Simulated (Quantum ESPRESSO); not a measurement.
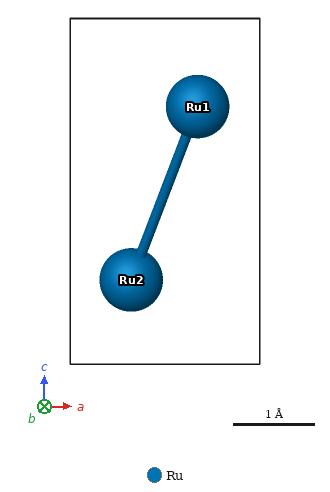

*The structure (ball-and-stick view of the cell of the calculation, along the b axis; atoms are numbered from 1 in the order of the input).*

Near neighbours in the crystal (not all of them lie inside the picture): Ru has 12 Ru at 2.62 to 2.71 Å.

Run report: Ru, single-point calculation

System: Ru (P-1, 2 atoms in the cell).
Method: Kohn-Sham DFT of a periodic cell, PBE, SSSP 1.3 efficiency PBE, no spin polarisation (Quantum ESPRESSO 7.5).

The structure derives from an entry of the Crystallography Open Database.

Input
```
&CONTROL
  calculation = 'scf'
  prefix = 'pwscf'
  outdir = './tmp'
  pseudo_dir = './pseudo'
  tprnfor = .true.
  tstress = .true.
  disk_io = 'nowf'
/
&SYSTEM
  ibrav = 0
  nat = 2
  ntyp = 1
  ecutwfc = 60
  nbnd = 24
  occupations = 'smearing'
  smearing = 'fd'
  degauss = 0.00367493
/
&ELECTRONS
  conv_thr = 4d-10
  electron_maxstep = 120
  mixing_beta = 0.5
/
ATOMIC_SPECIES
Ru   101.0700 Ru_ONCV_PBE-1.0.oncvpsp.upf
CELL_PARAMETERS angstrom
   2.7058000000    0.0000000000    0.0000000000
  -1.3529000000    2.3432915376    0.0000000000
   0.0000000000    0.0000000000    4.2819000000
ATOMIC_POSITIONS crystal
Ru     0.6723620000    0.3438460000    0.7451840000
Ru     0.3215740000    0.6804310000    0.2436670000
K_POINTS automatic
11 11 6 0 0 0
```

Run on 1 thread of Intel Xeon (Sapphire Rapids), 192 GiB of memory available, shared host.

Command:
```bash
OMP_NUM_THREADS=1 pw.x -in pw.in > pw.out
```

Output
```
This program is part of the open-source Quantum ESPRESSO suite
     for quantum simulation of materials; please cite
         "P. Giannozzi et al., J. Phys.:Condens. Matter 21 395502 (2009);
         "P. Giannozzi et al., J. Phys.:Condens. Matter 29 465901 (2017);
         "P. Giannozzi et al., J. Chem. Phys. 152 154105 (2020);
          URL
     in publications or presentations arising from this work. More details at

     G-vector sticks info
     --------------------
     sticks:   dense  smooth     PW     G-vecs:    dense   smooth      PW
     Sum         433     433    127                11511    11511    1925

     Using Slab Decomposition

     bravais-lattice index     =            0
     lattice parameter (alat)  =       5.1132  a.u.
     unit-cell volume          =     183.2125 (a.u.)^3
     number of atoms/cell      =            2
     number of atomic types    =            1
     number of electrons       =        32.00
     number of Kohn-Sham states=           24
     kinetic-energy cutoff     =      60.0000  Ry
     charge density cutoff     =     240.0000  Ry
     scf convergence threshold =      4.0E-10
     mixing beta               =       0.5000
     number of iterations used =            8  plain     mixing
     Exchange-correlation= PBE
                           (   1   4   3   4   0   0   0)

     celldm(1)=   5.113221  celldm(2)=   0.000000  celldm(3)=   0.000000
     celldm(4)=   0.000000  celldm(5)=   0.000000  celldm(6)=   0.000000

     crystal axes: (cart. coord. in units of alat)
               a(1) = (   1.000000   0.000000   0.000000 )
               a(2) = (  -0.500000   0.866025   0.000000 )
               a(3) = (   0.000000   0.000000   1.582489 )

     reciprocal axes: (cart. coord. in units 2 pi/alat)
               b(1) = (  1.000000  0.577350 -0.000000 )
               b(2) = (  0.000000  1.154701  0.000000 )
               b(3) = (  0.000000 -0.000000  0.631916 )

     PseudoPot. # 1 for Ru read from file:
     Ru_ONCV_PBE-1.0.oncvpsp.upf
     Pseudo is Norm-conserving, Zval = 16.0
     Generated using ONCVPSP code by D. R. Hamann
     Using radial grid of 1458 points,  6 beta functions with:
                l(1) =   0
                l(2) =   0
                l(3) =   1
                l(4) =   1
                l(5) =   2
                l(6) =   2

     atomic species   valence    mass     pseudopotential
     Ru               16.00   101.07000     Ru( 1.00)

     No symmetry found

   Cartesian axes

     site n.     atom                  positions (alat units)
         1        Ru     tau(   1) = (   0.5004390   0.2977794   1.1792458  )
         2        Ru     tau(   2) = (  -0.0186415   0.5892705   0.3856005  )

     number of k points=   364  Fermi-Dirac smearing, width (Ry)=  0.0037

     Number of k-points >= 100: set verbosity='high' to print them.

     Dense  grid:    11511 G-vectors     FFT dimensions: (  25,  25,  40)

     Initial potential from superposition of free atoms

     starting charge      31.9989, renormalised to      32.0000
     Starting wfcs are   20 randomized atomic wfcs +    4 random wfcs

     Self-consistent Calculation

     iteration #  1     ecut=    60.00 Ry     beta= 0.50
     Davidson diagonalization with overlap
     ethr =  1.00E-02,  avg # of iterations =  3.6

     Threshold (ethr) on eigenvalues was too large:
     Diagonalizing with lowered threshold

     Davidson diagonalization with overlap
     ethr =  1.09E-04,  avg # of iterations =  3.1

     total energy              =    -377.07894045 Ry
     estimated scf accuracy    <       0.03781316 Ry

     iteration #  2     ecut=    60.00 Ry     beta= 0.50
     Davidson diagonalization with overlap
     ethr =  1.18E-04,  avg # of iterations =  2.0

     total energy              =    -377.08653155 Ry
     estimated scf accuracy    <       0.00060684 Ry

     iteration #  3     ecut=    60.00 Ry     beta= 0.50
     Davidson diagonalization with overlap
     ethr =  1.90E-06,  avg # of iterations =  3.9

     total energy              =    -377.08659258 Ry
     estimated scf accuracy    <       0.00012556 Ry

     iteration #  4     ecut=    60.00 Ry     beta= 0.50
     Davidson diagonalization with overlap
     ethr =  3.92E-07,  avg # of iterations =  1.3

     total energy              =    -377.08659903 Ry
     estimated scf accuracy    <       0.00001252 Ry

     iteration #  5     ecut=    60.00 Ry     beta= 0.50
     Davidson diagonalization with overlap
     ethr =  3.91E-08,  avg # of iterations =  2.0

     total energy              =    -377.08660106 Ry
     estimated scf accuracy    <       0.00000105 Ry

     iteration #  6     ecut=    60.00 Ry     beta= 0.50
     Davidson diagonalization with overlap
     ethr =  3.29E-09,  avg # of iterations =  2.0

     total energy              =    -377.08660108 Ry
     estimated scf accuracy    <       0.00000078 Ry

     iteration #  7     ecut=    60.00 Ry     beta= 0.50
     Davidson diagonalization with overlap
     ethr =  2.45E-09,  avg # of iterations =  1.0

     total energy              =    -377.08660116 Ry
     estimated scf accuracy    <       0.00000030 Ry

     iteration #  8     ecut=    60.00 Ry     beta= 0.50
     Davidson diagonalization with overlap
     ethr =  9.36E-10,  avg # of iterations =  1.0

     total energy              =    -377.08660119 Ry
     estimated scf accuracy    <          1.9E-09 Ry

     iteration #  9     ecut=    60.00 Ry     beta= 0.50
     Davidson diagonalization with overlap
     ethr =  5.95E-12,  avg # of iterations =  2.0

     End of self-consistent calculation

     Number of k-points >= 100: set verbosity='high' to print the bands.

     the Fermi energy is    23.8910 ev

!    total energy              =    -377.08660119 Ry
     estimated scf accuracy    <          5.0E-11 Ry
     smearing contrib. (-TS)   =      -0.00125455 Ry
     internal energy E=F+TS    =    -377.08534664 Ry

     The total energy is F=E-TS. E is the sum of the following terms:
     one-electron contribution =     -63.86118783 Ry
     hartree contribution      =      54.42280235 Ry
     xc contribution           =     -39.67376853 Ry
     ewald contribution        =    -327.97319264 Ry

     convergence has been achieved in   9 iterations

     Forces acting on atoms (cartesian axes, Ry/au):

     atom    1 type  1   force =    -0.01310131    0.00191573   -0.00323522
     atom    2 type  1   force =     0.01310131   -0.00191573    0.00323522

     Total force =     0.019276     Total SCF correction =     0.000009

     Computing stress (Cartesian axis) and pressure

          total   stress  (Ry/bohr**3)                   (kbar)     P=       47.42
   0.00030299   0.00006979   0.00000349           44.57       10.27        0.51
   0.00006979   0.00032945  -0.00000050           10.27       48.46       -0.07
   0.00000349  -0.00000050   0.00033466            0.51       -0.07       49.23

=------------------------------------------------------------------------------=
   JOB DONE.
=------------------------------------------------------------------------------=
```

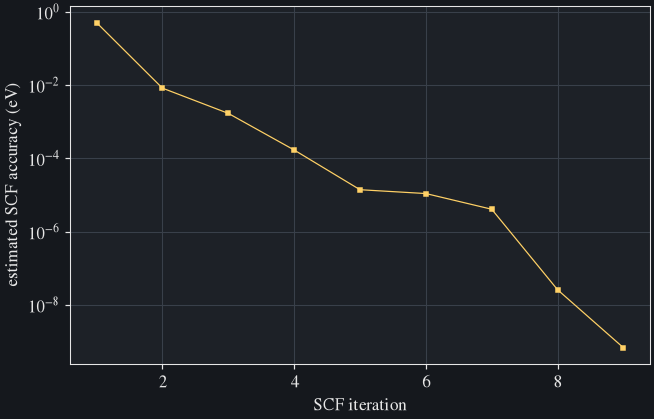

*Convergence of the self-consistent field: estimated SCF accuracy against the iteration.*

The field takes 9 iterations in all.

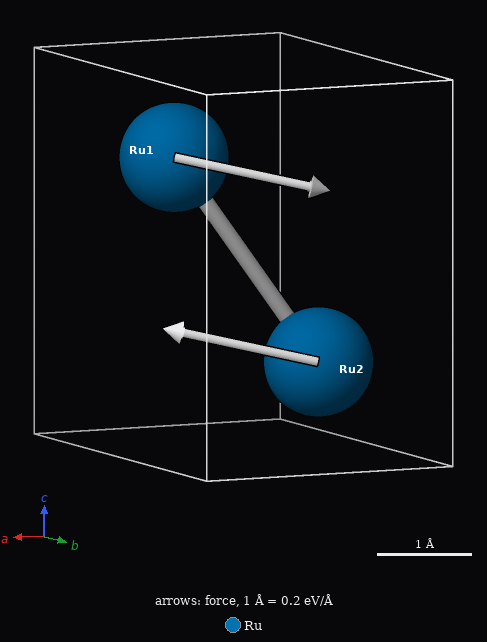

*Forces on the atoms as white arrows (ball-and-stick view of the cell of the calculation, seen at an oblique angle; atoms are numbered from 1 in the order of the input).*

The largest act on Ru1, Ru2 (0.35 eV/Å). The geometry is not a stationary point of this energy.

Results in brief

- outcome: converged
- space group (tolerance 0.01 Å): P-1 (2)
- electrons treated: 32
- free energy: −5130.5246 eV
- Fermi energy: 23.891 eV
- gap on the k-point mesh: none (metallic)
- pressure: 4.74 GPa
- largest force (length of the vector): 0.350 eV/Å
- wall time: 1.8 min
- peak memory: 0.23 GiB
